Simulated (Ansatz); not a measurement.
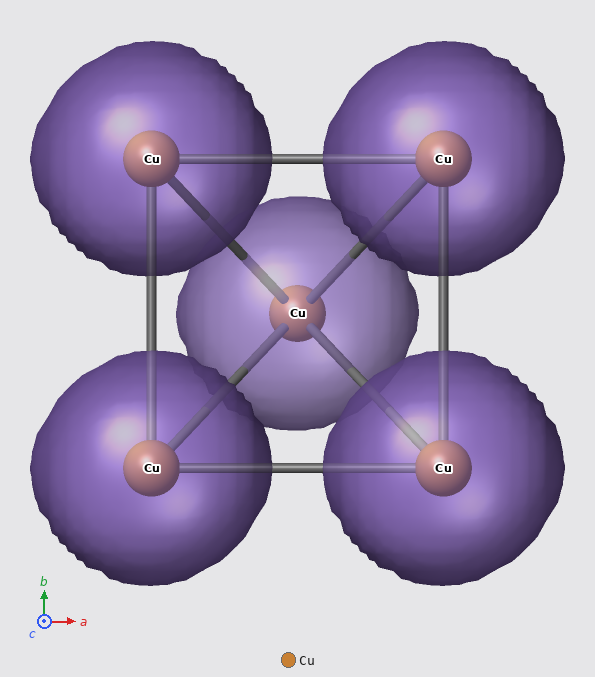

The picture shows: Cu. Isosurface of the valence charge density (pseudo) at 0.5 e/Å³ (purple), seen along the c axis. Sticks mark near contacts.

Space group Immm; a structure from a database of computed crystals, not necessarily the ambient phase; changed on purpose from its base cell (uniaxial strain along a, b, c and atoms relaxed: -6.0 %); computed pressure about 5 GPa in this cell; computed without spin polarisation.

Level of theory: DFT PBEsol, scalar-relativistic, plane waves, PAW in Ansatz.

Core electrons are frozen (PAW), and the valence fields are smoothed inside the atomic spheres.

> How is the density connected at this value?

At this value the density breaks into separate islands; it holds about 90 % of the electrons treated as valence (semicore included). It bridges none of the near contacts. It is pinched off along the sampled Cu–Cu (2.37 Å) and Cu–Cu (2.51 Å) contacts. On the grid the lowest density along these lines, outside the cores, is 0.33 e/Å³ (Cu–Cu, 2.37 Å) and 0.29 e/Å³ (Cu–Cu, 2.51 Å).

> Does the calculation give a band gap?

It is gapless in this calculation (a metal or semimetal).
